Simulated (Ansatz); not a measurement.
## Run report: MoS2, single-point calculation

System: MoS2 (P6₃/mmc, 6 atoms in the cell).
Method: DFT, r2SCAN, plane waves, PAW, no spin polarisation (Ansatz 0.2.0).

The structure derives from an entry of the Crystallography Open Database. Some settings of this run were made unusual or wrong on purpose. The geometry comes from this level: r2scan-rvv10.

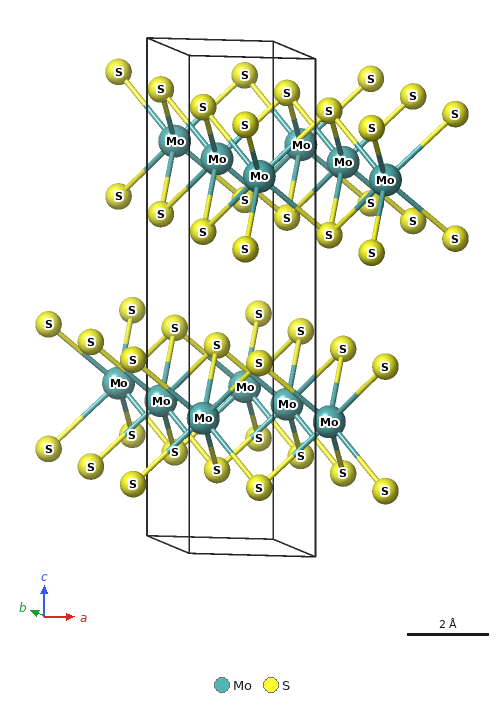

The input geometry (ball-and-stick view of the cell of the calculation, repeated 2 × 3 × 1, seen slightly off an axis; bonded neighbours outside the cell are drawn too). Near neighbours in the crystal (not all of them lie inside the picture): Mo has 6 S at 2.40 Å; S has 3 Mo at 2.40 Å.

The input
```yaml
crystal:
  lattice:
    - [3.1730194941, 0.0, 0.0]
    - [-1.586509747, 2.7479154886, 0.0]
    - [0.0, 0.0, 12.4359056939]
  atoms:
    - { symbol: Mo, position: [0.3333333333, 0.6666666667, 0.25] }
    - { symbol: Mo, position: [0.6666666667, 0.3333333333, 0.75] }
    - { symbol: S, position: [0.3333333333, 0.6666666667, 0.6249005388] }
    - { symbol: S, position: [0.6666666667, 0.3333333333, 0.1249005388] }
    - { symbol: S, position: [0.3333333333, 0.6666666667, 0.8750994612] }
    - { symbol: S, position: [0.6666666667, 0.3333333333, 0.3750994612] }
kpoints:
  mp_grid: { grid: [6, 6, 2] }
hamiltonian:
  xc: r2scan
scf:
  occupations: { method: fixed }
output:
  optics:
    e_range: [0.5, 10]
    de: 0.1
    sigma: 5
    scissors: 0
    scheme: fermi_dirac
    bands: auto
  write_density: true
  write_potential: true
  elf: true
  volumetric_format: npy
```

Hardware: 4 threads of Arm Neoverse V1, 24 GiB of memory available, shared host.

Run as:
```bash
ansatz run input.yaml --threads 4 --pin off --max-ram 5529MiB --backend cpu --events-out ev --progress --plain --runs-dir out
```

Log
```
Engine: ansatz 0.2.0, aarch64-unknown-linux-gnu
Pseudopotentials: kind: paw
Pseudopotential: Mo, paw, valence charge 14, recommended cutoff 500 eV (meta_gga), Mo.paw.azcp
Pseudopotential: S, paw, valence charge 6, recommended cutoff 500 eV (meta_gga), S.paw.azcp
Functional definition: r2SCAN
  parameter k0 = 0.174
  parameter k1 = 0.065
  parameter a1 = 4.9479
  exchange = r2scan_x(k0 = k0, k1 = k1, a1 = a1)
  correlation = r2scan_c
Crystal: 6 atoms, lattice volume = 108.431 Å³
Basis set: ecut = 500 eV, 2763 PW (Γ), exchange–correlation on 96×96×384 points (64 copies of the dense FFT grid, shifted against one another)
Bands: 32, of which v1, the nominal top of the filled ones, is band 26 counted from 1 (25 counted from 0)
Symmetry: 24 space group operations
Space group: P63/mmc (ITA 194), of the structure as read, at distance tolerance 4.8e-5 Å
k-points: 14 of 72
Non-local potential: Mo, projectors of the file, l = 0: 3, l = 1: 2, l = 2: 2, l = 3: 1
Non-local potential: S, projectors of the file, l = 0: 2, l = 1: 2, l = 2: 2
PAW form: soft (Blöchl's): semilocal exchange-correlation on the pseudo side does not see the compensation charge
PAW frozen core: Mo, regenerated for the run's functional (the file was generated under x = pbe(κ = 0.804, μ = 0.2195149727645171), c = pbe(β = 0.06672455060314922))
PAW frozen core: S, regenerated for the run's functional (the file was generated under x = pbe(κ = 0.804, μ = 0.2195149727645171), c = pbe(β = 0.06672455060314922))
PAW one-centre angular grid: Mo, 590 points (default); XC on 160 Gauss nodes
PAW one-centre angular grid: S, 302 points (default); XC on 160 Gauss nodes
Initial density: superposition of atomic densities (neutral atoms: chi_scale 0, normalization atom), corrected by the library's trained network
Initial wavefunctions: pseudopotential atomic-orbital guess
Functional: x = r2scan, c = r2scan; τ floored in thin density (d = 2e-4 eV/Å³)
SCF iter   1: F=—  HF=-13564.212212 eV  |F-HF|=—  |Δ(HF+E_count)|=         —  Δρ=1.02e-2  dr2=1.43e-1  dr2_τ=1.02e-1  ethr=1.77e-3  ⟨swp⟩=5.4  Hψ=1739  notcnv=0  defer=38
preconditioner: auto → Resta (q_TF=auto, 2.414 Å⁻¹)  ε∞=7.7  [insulator: Δε(μ)=1.021 eV  Ē_g=8.264 eV  n_scr=26 (ndim 8)  ℏωp=21.4 eV  f_vac=0.022  ε∞_Penn≈7.7]
SCF iter   2: F=—  HF=-13564.292908 eV  |F-HF|=—  |Δ(HF+E_count)|=   8.07e-2  Δρ=5.13e-3  dr2=1.13e-2  dr2_τ=4.91e-3  ethr=2.76e-4  ⟨swp⟩=2.2  Hψ=818  notcnv=0  defer=51
SCF iter   3: F=—  HF=-13564.297581 eV  |F-HF|=—  |Δ(HF+E_count)|=   4.67e-3  Δρ=2.93e-3  dr2=4.63e-3  dr2_τ=3.15e-4  ethr=2.17e-5  ⟨swp⟩=2.1  Hψ=632  notcnv=0  defer=54
SCF iter   4: F=—  HF=-13564.300517 eV  |F-HF|=—  |Δ(HF+E_count)|=   2.94e-3  Δρ=2.72e-4  dr2=9.93e-5  dr2_τ=9.10e-6  ethr=8.91e-6  ⟨swp⟩=3.5  Hψ=810  notcnv=0  defer=54
SCF iter   5: F=—  HF=-13564.300536 eV  |F-HF|=—  |Δ(HF+E_count)|=   1.89e-5  Δρ=8.99e-5  dr2=2.28e-5  dr2_τ=1.27e-6  ethr=1.91e-7  ⟨swp⟩=2.9  Hψ=785  notcnv=0  defer=52
SCF iter   6: F=—  HF=-13564.300541 eV  |F-HF|=—  |Δ(HF+E_count)|=   5.35e-6  Δρ=1.92e-5  dr2=6.81e-7  dr2_τ=4.32e-8  ethr=4.39e-8  ⟨swp⟩=2.0  Hψ=604  notcnv=0  defer=20
SCF iter   7: F=—  HF=-13564.300542 eV  |F-HF|=—  |Δ(HF+E_count)|=   1.10e-6  Δρ=4.07e-6  dr2=1.90e-8  dr2_τ=5.88e-10  ethr=1.31e-9  ⟨swp⟩=2.0  Hψ=669  notcnv=0  defer=20
SCF iter   8: F=—  HF=-13564.300542 eV  |F-HF|=—  |Δ(HF+E_count)|=   1.41e-8  Δρ=1.06e-6  dr2=1.40e-9  dr2_τ=8.03e-11  ethr=3.66e-11  ⟨swp⟩=2.0  Hψ=678  notcnv=0  defer=20
SCF iter   9: F=—  HF=-13564.300542 eV  |F-HF|=—  |Δ(HF+E_count)|=   1.16e-9  Δρ=1.31e-7  dr2=2.47e-11  dr2_τ=2.11e-12  ethr=2.69e-12  ⟨swp⟩=2.0  Hψ=680  notcnv=0  defer=20
SCF iter  10: F=-13564.300542 eV  HF=-13564.300542 eV  |F-HF|=0.00e0  |Δ(HF+E_count)|=  1.64e-11  Δρ=3.32e-8  dr2=1.82e-12  dr2_τ=8.10e-14  ethr=1.00e-12  ⟨swp⟩=8.6  Hψ=1480  notcnv=0
SCF 1 converged in 10 iterations: F = -13564.300542 eV  dr2 = 1.82e-12
  greatest PAW one-centre occupation: 0.996 electrons in one spin orbital (limit 2), on the Mo atom at site 1 (counted from 0), in its partial waves of l = 0
```

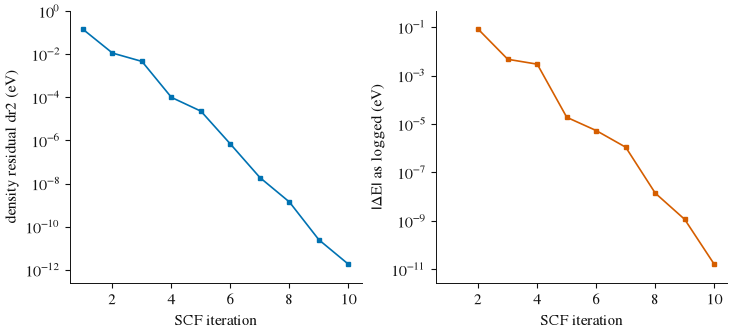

Convergence of the self-consistent field: density residual dr2 and size of the energy change against the SCF iteration. The residual falls at every step.

```
NSCF: frozen V_eff on 14 k-points
Optics k sum: 0 of 14 k-points
Optics k sum: 1 of 14 k-points
Optics k sum: 2 of 14 k-points
Optics k sum: 3 of 14 k-points
Optics k sum: 4 of 14 k-points
Optics k sum: 5 of 14 k-points
Optics k sum: 6 of 14 k-points
Optics k sum: 7 of 14 k-points
Optics k sum: 8 of 14 k-points
Optics k sum: 9 of 14 k-points
Optics k sum: 10 of 14 k-points
Optics k sum: 11 of 14 k-points
Optics k sum: 12 of 14 k-points
Optics k sum: 13 of 14 k-points
Optics k sum: 14 of 14 k-points
Optics k sum: 0 of 14 k-points
Optics k sum: 1 of 14 k-points
Optics k sum: 2 of 14 k-points
Optics k sum: 3 of 14 k-points
Optics k sum: 4 of 14 k-points
Optics k sum: 5 of 14 k-points
Optics k sum: 6 of 14 k-points
Optics k sum: 7 of 14 k-points
Optics k sum: 8 of 14 k-points
Optics k sum: 9 of 14 k-points
Optics k sum: 10 of 14 k-points
Optics k sum: 11 of 14 k-points
Optics k sum: 12 of 14 k-points
Optics k sum: 13 of 14 k-points
Optics k sum: 14 of 14 k-points
output.optics: what the bands over the 249 summed would add to eps1, eps2 and the energy-loss function is held between a lower and an upper bound (2 Lanczos steps). eps1, eps2 and their loss function (loss_summed_bands) are given on every row as the summed bands alone make them. Along an axis, on a row where the two bounds hold the loss function to about 1 % of the greater of itself and 0.5 % of |1/eps|, its cell (loss_completed) is given, with the completed eps1 and eps2 that it is formed of (a cell that is left empty reads nan in the table and null in the record). The two bounds hold it so along every axis on all 96 rows up to 10.000 eV. Under auto the run first worked up to 33.590 eV and, since the loss function's greatest value, with its upper flank down to half of it, did not stand under that energy, then up to 36.800 eV. The run works to bound the rows up to 36.800 eV and no higher ones: a peak of the loss function over that energy may be left empty with no warning. To have the run work for it, set output.optics.bands.spectra_wanted_up_to to a higher energy. perfect_screening_sum, loss_f_sum_n_eff and, beside carriers, perfect_screening_limit are those of loss_summed_bands: over the bounded function the two sums would run over rows that are not all bounded, and lack what the bands left out lay past the top of the energy grid. Bounded is said of the bands left out alone, which are those that the basis at basis.ecutwfc holds: it says nothing of that cutoff, of the k-point mesh, of what the sum inside its cells errs by (eps2_relative_error), of the factors of all_electron_strengths, nor of how far the SCF is converged. The bands left out are taken at the k-points, and what their mean over the points' cells stands off that by is in neither bound: the run's estimate of it, which the test of a row counts in, is 0.00 % of |eps| at the most among the values given; where the mean stood off by over 0.5 % the points' spread read 0.1 to 3 times that
SCF converged after 10 iterations
Free energy (F): -13564.300542 eV
Harris-Foulkes:  -13564.300542 eV  (|F-HF|=0.00e0)
Internal energy: -13564.300542 eV  (E = F + TS)
E sigma→0 (E₀):  -13564.300542 eV
Fermi energy:    10.598878 eV
--- Per-component energies (eV) ---
  E_band       = -361.272782
  E_kinetic    = 1309.746373
  E_local      = -4019.472298  (includes V_loc(G=0)·N_el)
  E_nonlocal   = 396.943381
  E_hartree    = 1550.247381
  E_xc         = -725.384197
  E_vxc        = -892.148867  (∫ρ·V_xc dr)
  E_paw        = -8871.677610  (= ΣΔE_a)
  E_vpaw       = -308.302030  (= ΣTr[D̂ρ^β])
  E_aug_tail   = 0.000019  (compensation charges beyond the density's cutoff)
  E_vtau       = 51.465820  (kinetic-family band-sum trace: ∫τ·v_τ [+ j·A + Jᵃ·Aᵃ] dr)
  E_ewald      = -3203.822117
  E_core_change = -0.881474  (= ΣΔE_core)
  E_smearing   = -0.000000  (= −TS)
  E_closure    = -0.000000  (closes the sum)
  Σ components = -13564.300542   (vs F -13564.300542, Δ=0.00e0)
--- Band table (eV; the first three rows and the last of 14) ---
  k-point 0: bands = ["-52.9184", "-52.9184", "-26.3235", "-26.3234", "-26.0994", "-26.0994", "-26.0994", "-26.0994", "-5.0573", "-4.8221", "-3.7383", "-3.3454", "3.5022", "4.4792", "7.0428", "7.0998", "7.0998", "7.1120", "7.1120", "8.2417", "8.2417", "8.2829", "8.2829", "9.2351", "9.4818", "10.5989", "12.8428", "12.8428", "12.8667", "12.8667", "13.0265", "13.0265"]
  k-point 1: bands = ["-52.9184", "-52.9184", "-26.3234", "-26.3234", "-26.0994", "-26.0994", "-26.0994", "-26.0994", "-4.9543", "-4.9543", "-3.5295", "-3.5295", "3.9198", "3.9198", "7.1058", "7.1058", "7.1058", "7.1058", "7.9424", "7.9424", "8.2623", "8.2623", "8.2623", "8.2623", "10.3091", "10.3091", "12.8483", "12.8483", "12.8483", "12.8483", "13.1093", "13.1093"]
  k-point 2: bands = ["-52.9077", "-52.9077", "-26.3022", "-26.3021", "-26.2042", "-26.2042", "-26.1232", "-26.1231", "-4.6378", "-4.4100", "-3.5501", "-3.2040", "3.9446", "4.8825", "6.3072", "6.3098", "6.3719", "7.1051", "7.5119", "7.5434", "7.6621", "7.7159", "8.4230", "9.3174", "9.4102", "9.8291", "12.2410", "12.5983", "12.6484", "12.7852", "12.7952", "12.9248"]
  k-point 13: bands = ["-52.8700", "-52.8700", "-26.4086", "-26.4086", "-26.3603", "-26.3603", "-26.2271", "-26.2271", "-2.6890", "-2.6890", "-2.6226", "-2.6226", "4.2025", "4.2025", "5.0313", "5.0313", "5.6335", "5.6335", "5.9971", "5.9971", "6.9848", "6.9848", "7.5859", "7.5859", "9.8596", "9.8596", "11.6779", "11.6779", "13.1086", "13.1086", "13.6671", "13.6671"]
```

File v_z.tsv
```
# z_ang	v_es[eV]	v_tot[eV]
# format = ansatz-planar-average/11
# xc	r2scan
# density_cutoff_ev	2000
# datasets	Mo=:simpson_from_first_knot:soft:shift=0	S=:simpson_from_first_knot:soft:shift=0
# lattice	3.173019494	-0.000000000	0.000000000
# lattice	-1.586509747	2.747915489	0.000000000
# lattice	0.000000000	0.000000000	12.435905694
# sites	6
# site	42	0.000000000	1.831943659	3.108976423
# site	42	1.586509747	0.915971830	9.326929270
# site	16	0.000000000	1.831943659	7.771204169
# site	16	1.586509747	0.915971830	1.553251322
# site	16	0.000000000	1.831943659	10.882654372
# site	16	1.586509747	0.915971830	4.664701525
0.000000	1.535023e1	1.023859e1
0.129541	1.528413e1	9.883994e0
0.259081	1.507343e1	9.201280e0
0.388622	1.468324e1	8.215454e0
0.518163	1.404907e1	6.724200e0
0.647703	1.305131e1	4.849575e0
0.777244	1.145593e1	2.318522e0
0.906785	9.239732e0	-7.826490e-1
1.036325	6.842158e0	-4.038397e0
1.165866	4.848288e0	-6.749245e0
1.295407	3.520847e0	-8.711170e0
1.424948	2.747151e0	-1.008568e1
1.554488	2.335418e0	-1.088597e1
1.684029	2.176646e0	-1.123195e1
1.813570	2.260707e0	-1.107109e1
1.943110	2.661548e0	-1.058985e1
2.072651	3.323958e0	-9.836940e0
2.202192	3.729574e0	-9.414440e0
2.331732	3.152217e0	-1.011136e1
2.461273	1.315813e0	-1.227577e1
2.590814	-1.346342e0	-1.545351e1
2.720354	-4.124414e0	-1.877616e1
2.849895	-6.483784e0	-2.140185e1
2.979436	-8.050795e0	-2.318772e1
3.108976	-8.599261e0	-2.400117e1
3.238517	-8.050795e0	-2.318772e1
3.368058	-6.483784e0	-2.140185e1
3.497598	-4.124414e0	-1.877616e1
3.627139	-1.346342e0	-1.545351e1
3.756680	1.315813e0	-1.227577e1
3.886221	3.152217e0	-1.011136e1
4.015761	3.729574e0	-9.414440e0
4.145302	3.323958e0	-9.836940e0
4.274843	2.661548e0	-1.058985e1
4.404383	2.260707e0	-1.107109e1
4.533924	2.176646e0	-1.123195e1
4.663465	2.335418e0	-1.088597e1
4.793005	2.747151e0	-1.008568e1
4.922546	3.520847e0	-8.711170e0
5.052087	4.848288e0	-6.749245e0
5.181627	6.842158e0	-4.038397e0
5.311168	9.239732e0	-7.826490e-1
5.440709	1.145593e1	2.318522e0
5.570249	1.305131e1	4.849575e0
5.699790	1.404907e1	6.724200e0
5.829331	1.468324e1	8.215454e0
5.958871	1.507343e1	9.201280e0
6.088412	1.528413e1	9.883994e0
6.217953	1.535023e1	1.023859e1
6.347494	1.528413e1	9.883994e0
6.477034	1.507343e1	9.201280e0
6.606575	1.468324e1	8.215454e0
6.736116	1.404907e1	6.724200e0
6.865656	1.305131e1	4.849575e0
6.995197	1.145593e1	2.318522e0
7.124738	9.239732e0	-7.826490e-1
7.254278	6.842158e0	-4.038397e0
7.383819	4.848288e0	-6.749245e0
7.513360	3.520847e0	-8.711170e0
7.642900	2.747151e0	-1.008568e1
7.772441	2.335418e0	-1.088597e1
7.901982	2.176646e0	-1.123195e1
8.031522	2.260707e0	-1.107109e1
8.161063	2.661548e0	-1.058985e1
8.290604	3.323958e0	-9.836940e0
8.420144	3.729574e0	-9.414440e0
8.549685	3.152217e0	-1.011136e1
8.679226	1.315813e0	-1.227577e1
8.808767	-1.346342e0	-1.545351e1
8.938307	-4.124414e0	-1.877616e1
9.067848	-6.483784e0	-2.140185e1
9.197389	-8.050795e0	-2.318772e1
9.326929	-8.599261e0	-2.400117e1
9.456470	-8.050795e0	-2.318772e1
9.586011	-6.483784e0	-2.140185e1
9.715551	-4.124414e0	-1.877616e1
9.845092	-1.346342e0	-1.545351e1
9.974633	1.315813e0	-1.227577e1
10.104173	3.152217e0	-1.011136e1
10.233714	3.729574e0	-9.414440e0
10.363255	3.323958e0	-9.836940e0
10.492795	2.661548e0	-1.058985e1
10.622336	2.260707e0	-1.107109e1
10.751877	2.176646e0	-1.123195e1
10.881417	2.335418e0	-1.088597e1
11.010958	2.747151e0	-1.008568e1
11.140499	3.520847e0	-8.711170e0
11.270040	4.848288e0	-6.749245e0
11.399580	6.842158e0	-4.038397e0
11.529121	9.239732e0	-7.826490e-1
11.658662	1.145593e1	2.318522e0
11.788202	1.305131e1	4.849575e0
11.917743	1.404907e1	6.724200e0
12.047284	1.468324e1	8.215454e0
12.176824	1.507343e1	9.201280e0
12.306365	1.528413e1	9.883994e0
```

Outcome

| quantity | value |
| --- | --- |
| outcome | converged |
| space group (tolerance 0.01 Å) | P6₃/mmc (194) |
| electrons treated | 52 |
| free energy | −13564.3005 eV |
| Fermi energy | 10.599 eV |
| gap on the k-point mesh | 1.04 eV |
| wall time | 56 s (CPU time 3.6 min) |
| peak memory | 1.6 GiB |

Some settings of this run were drawn to be unusual or wrong. It converged; results that depend on the unusual settings are not reference values.
